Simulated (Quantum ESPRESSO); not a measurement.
# H on top sites of RuAl(110), stepped through the coverage, part 4 of 10

What law, if any, do the results for H on top sites of RuAl(110) follow against the coverage?

Quantum ESPRESSO 7.5; plane-wave DFT, PBE, GBRV ultrasoft pseudopotentials.

So far. Step 4 (Relaxing the ions of the reference): The relaxation lowers the energy by 1 meV an atom. Step 5 (Relaxing the ions, 0 ML): The relaxation lowers the energy by 2 meV an atom. On the free atoms the largest force ends at 0.023 eV/Å.

The structure was built from a prototype and need not be the compound's stable phase.

## 6. SCF with pw.x, 0 ML

A run under open boundaries on these atoms gives the vacuum levels.

The input, m0.esm.in:

```
&control
  prefix = 'm0.esm'
  outdir = './out'
  pseudo_dir = './pseudo'
  calculation = 'scf'
  tprnfor = .true.
/
&system
  ibrav = 0
  nat = 6
  ntyp = 2
  ecutwfc = 40
  ecutrho = 200
  occupations = 'smearing'
  smearing = 'mv'
  degauss = 0.02
  assume_isolated = 'esm'
  esm_bc = 'bc1'
/
&electrons
  conv_thr = 1e-07
  mixing_beta = 0.25
  electron_maxstep = 160
  mixing_mode = 'local-TF'
  mixing_ndim = 12
/
ATOMIC_SPECIES
  Ru  101.0700  ru_pbe_v1.2.uspp.F.UPF
  Al  26.9815  al_pbe_v1.uspp.F.UPF
CELL_PARAMETERS angstrom
  3.00398291400000 0.00000000000000 0.00000000000000
  0.00000000000000 4.24680729700000 0.00000000000000
  0.00000000000000 0.00000000000000 18.30742513426320
ATOMIC_POSITIONS crystal
  Ru  0.000000000000 0.000000000000 -0.113794240900
  Al  0.500000000000 0.500000000000 -0.115208069200
  Ru  0.000000000000 0.500000000000 -0.000000000000
  Al  0.500000000000 0.000000000000 -0.000000000000
  Ru  0.000000000000 0.000000000000 0.113794240900
  Al  0.500000000000 0.500000000000 0.115208069200
K_POINTS automatic
  8 5 1 0 0 0
```

Started as:

```bash
OMP_NUM_THREADS=1 mpirun -n 16 pw.x -nk 2 -in m0.esm.in > m0.esm.out
```

The program printed:

```text
[banner, memory and clock lines left out]
Program PWSCF v.7.5 starts
[citation notice left out]

[...]
Message from routine setup:
[...]
bravais-lattice index     =            0
     lattice parameter (alat)  =       5.6767  a.u.
     unit-cell volume          =    1576.1004 (a.u.)^3
     number of atoms/cell      =            6
     number of atomic types    =            2
     number of electrons       =        57.00
     number of Kohn-Sham states=           35
     kinetic-energy cutoff     =      40.0000  Ry
     charge density cutoff     =     200.0000  Ry
     scf convergence threshold =      1.0E-07
     mixing beta               =       0.2500
     number of iterations used =           12  local-TF  mixing
     Exchange-correlation= SLA  PW   PBE  PBE
                           (   1   4   3   4   0   0   0)

     Effective Screening Medium Method
     Boundary Conditions: Vacuum-Slab-Vacuum
     total charge in unit cell        =   0.0000
     grid points for fit at edges     =        4

[...]
PseudoPot. # 1 for Ru read from file:
     ./pseudo/ru_pbe_v1.2.uspp.F.UPF
     Pseudo is Ultrasoft + core correction, Zval = 16.0
     Generated by new atomic code, or converted to UPF format
     Using radial grid of  967 points,  6 beta functions with:
                l(1) =   0
                l(2) =   0
                l(3) =   1
                l(4) =   1
                l(5) =   2
                l(6) =   2
     Q(r) pseudized with  8 coefficients,  rinner =    1.300   1.300   1.300
                                                       1.300   1.300

     PseudoPot. # 2 for Al read from file:
     ./pseudo/al_pbe_v1.uspp.F.UPF
     Pseudo is Ultrasoft + core correction, Zval =  3.0
     Generated by new atomic code, or converted to UPF format
     Using radial grid of  893 points,  3 beta functions with:
                l(1) =   0
                l(2) =   1
                l(3) =   2
     Q(r) pseudized with  8 coefficients,  rinner =    0.900   0.900   0.900
                                                       0.900   0.900

     atomic species   valence    mass     pseudopotential
     Ru               16.00   101.07000     Ru( 1.00)
     Al                3.00    26.98150     Al( 1.00)

      8 Sym. Ops., with inversion, found

[...]
number of k points=    15  Marzari-Vanderbilt smearing, width (Ry)=  0.0200
[...]
Dense  grid:    75167 G-vectors     FFT dimensions: (  25,  40, 160)

     Smooth grid:    53873 G-vectors     FFT dimensions: (  24,  36, 144)

     Initial potential from superposition of free atoms

     starting charge      53.9926, renormalised to      57.0000

     negative rho (up, down):  2.345E-01 0.000E+00
     Starting wfcs are   51 randomized atomic wfcs

     per-process dynamical memory:    18.7 Mb

     Self-consistent Calculation

     iteration #  1     ecut=    40.00 Ry     beta= 0.25
     Davidson diagonalization with overlap
     ethr =  1.00E-02,  avg # of iterations =  5.0

     negative rho (up, down):  2.276E-01 0.000E+00

     total energy              =    -603.30696587 Ry
     estimated scf accuracy    <       6.66573420 Ry

     iteration #  2     ecut=    40.00 Ry     beta= 0.25
[...]
negative rho (up, down):  2.321E-01 0.000E+00

[...]
total energy              =    -601.09145577 Ry
     estimated scf accuracy    <       4.21591230 Ry

     iteration #  3     ecut=    40.00 Ry     beta= 0.25
[...]
negative rho (up, down):  2.276E-01 0.000E+00

[...]
total energy              =    -602.39530302 Ry
     estimated scf accuracy    <       1.68925974 Ry

     iteration #  4     ecut=    40.00 Ry     beta= 0.25
[...]
negative rho (up, down):  2.289E-01 0.000E+00

[...]
total energy              =    -602.83102570 Ry
     estimated scf accuracy    <       0.08311155 Ry

     iteration #  5     ecut=    40.00 Ry     beta= 0.25
[...]
c_bands:  1 eigenvalues not converged
[...]
negative rho (up, down):  2.301E-01 0.000E+00

[...]
total energy              =    -603.00624345 Ry
     estimated scf accuracy    <       0.22080133 Ry

     iteration #  6     ecut=    40.00 Ry     beta= 0.25
[...]
negative rho (up, down):  2.326E-01 0.000E+00

[...]
total energy              =    -602.85256924 Ry
     estimated scf accuracy    <       0.35869522 Ry

[...]
iteration # 23     ecut=    40.00 Ry     beta= 0.25
[...]
c_bands:  1 eigenvalues not converged
[...]
negative rho (up, down):  2.282E-01 0.000E+00

[...]
total energy              =    -602.91332556 Ry
     estimated scf accuracy    <       0.00000303 Ry

     iteration # 24     ecut=    40.00 Ry     beta= 0.25
[...]
negative rho (up, down):  2.282E-01 0.000E+00

[...]
total energy              =    -602.91331864 Ry
     estimated scf accuracy    <       0.00000138 Ry

     iteration # 25     ecut=    40.00 Ry     beta= 0.25
[...]
negative rho (up, down):  2.282E-01 0.000E+00

[...]
total energy              =    -602.91329932 Ry
     estimated scf accuracy    <       0.00000050 Ry

     iteration # 26     ecut=    40.00 Ry     beta= 0.25
[...]
negative rho (up, down):  2.282E-01 0.000E+00

[...]
End of self-consistent calculation

          k = 0.0000 0.0000 0.0000 (  6691 PWs)   bands (ev):

   -76.6624 -76.4502 -76.4496 -46.7447 -46.7194 -46.6029 -46.4995 -46.4768
   -46.4452 -46.4289 -46.4132 -46.4123 -13.6543 -11.7685 -10.5592  -8.2468
    -7.9542  -7.6685  -7.6555  -7.0090  -6.0080  -5.8406  -5.7405  -5.7276
    -5.3063  -5.0722  -5.0315  -4.8782  -4.7832  -4.6799  -4.5650  -4.3874
    -1.6872  -0.5334   0.2953

          k = 0.0000 0.1415 0.0000 (  6732 PWs)   bands (ev):

   -76.6622 -76.4502 -76.4498 -46.7502 -46.7213 -46.6025 -46.4914 -46.4862
   -46.4350 -46.4342 -46.4131 -46.4126 -13.2875 -11.4154 -10.3470  -8.7002
    -8.2697  -7.8243  -7.5121  -6.9664  -6.2650  -5.8984  -5.8625  -5.8624
    -5.7119  -5.1889  -5.1264  -5.0017  -4.5550  -4.5307  -4.4995  -4.3505
    -2.3427  -1.0830  -0.2239

[...]
the Fermi energy is    -4.7170 ev

!    total energy              =    -602.91329416 Ry
     estimated scf accuracy    <       0.00000006 Ry
     smearing contrib. (-TS)   =       0.00266017 Ry
     internal energy E=F+TS    =    -602.91595433 Ry

     The total energy is F=E-TS. E is the sum of the following terms:
     one-electron contribution =    3209.91788152 Ry
     hartree contribution      =   -1616.82766672 Ry
     xc contribution           =     -90.84307468 Ry
     ewald contribution        =   -2105.16309445 Ry

     convergence has been achieved in  26 iterations

     negative rho (up, down):  2.282E-01 0.000E+00

     Forces acting on atoms (cartesian axes, Ry/au):

     atom    1 type  1   force =     0.00000000    0.00000000   -0.00029052
     atom    2 type  2   force =     0.00000000    0.00000000    0.00090994
     atom    3 type  1   force =     0.00000000    0.00000000    0.00000000
     atom    4 type  2   force =     0.00000000    0.00000000    0.00000000
     atom    5 type  1   force =     0.00000000    0.00000000    0.00029052
     atom    6 type  2   force =     0.00000000    0.00000000   -0.00090994

     Total force =     0.001351     Total SCF correction =     0.000337
     SCF correction compared to forces is large: reduce conv_thr to get better values

[...]
```

It took 21 s on 16 MPI ranks of Arm Neoverse V1, shared host; peak memory 1.1 GiB.

This step gave:

- free energy: -8203.0533 eV
- Fermi energy: -4.717 eV
- vacuum line at the lower end of the cell, over the Fermi level: 4.717 eV
- vacuum line at the upper end of the cell, over the Fermi level: 4.717 eV

Electrostatic potential energy of an electron; zero at the Fermi level. Table of potential energy, planar mean by z:

```csv
z (Å),"potential energy, planar mean (eV)"
-9,4.72
-8,4.72
-7,4.72
-6,4.71
-5,4.68
-4,4.25
-3,-0.982
-2,-29.8
-1,-1.62
0,-31.4
1,-1.62
2,-29.8
3,-0.982
4,4.25
5,4.68
6,4.71
7,4.72
8,4.72
9,4.72
```

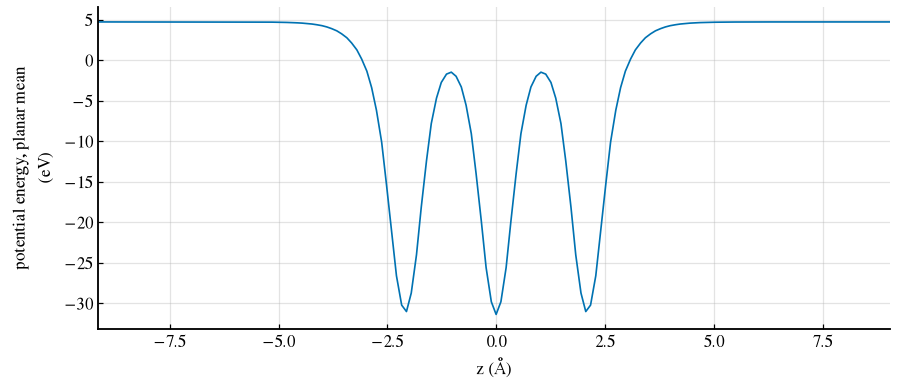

Potential energy, planar mean against z.

The vacuum levels are read from the outermost 0.7 Å of the cell on either side.

Inside the slab this potential holds the local part of the pseudopotentials, which can be repulsive at the nuclei; only its value in the vacuum has a meaning of its own.

(Part 4 of 10 ends here.)

[Logs are printed without paths, hosts, clocks, repeated set-up lines and the standing remarks that a program may print on its own settings, such as how far it seeks lower states.]

[Hosts, paths, dates, database ids (printed as entryN), source tags and the programs' standing remarks are cut or masked in the printed files.]

[Maps of the electrostatic potential energy from Ansatz leave out the sawtooth potential of an applied field or a dipole correction, so their vacuum need not be flat; planar profiles and work functions include it.]
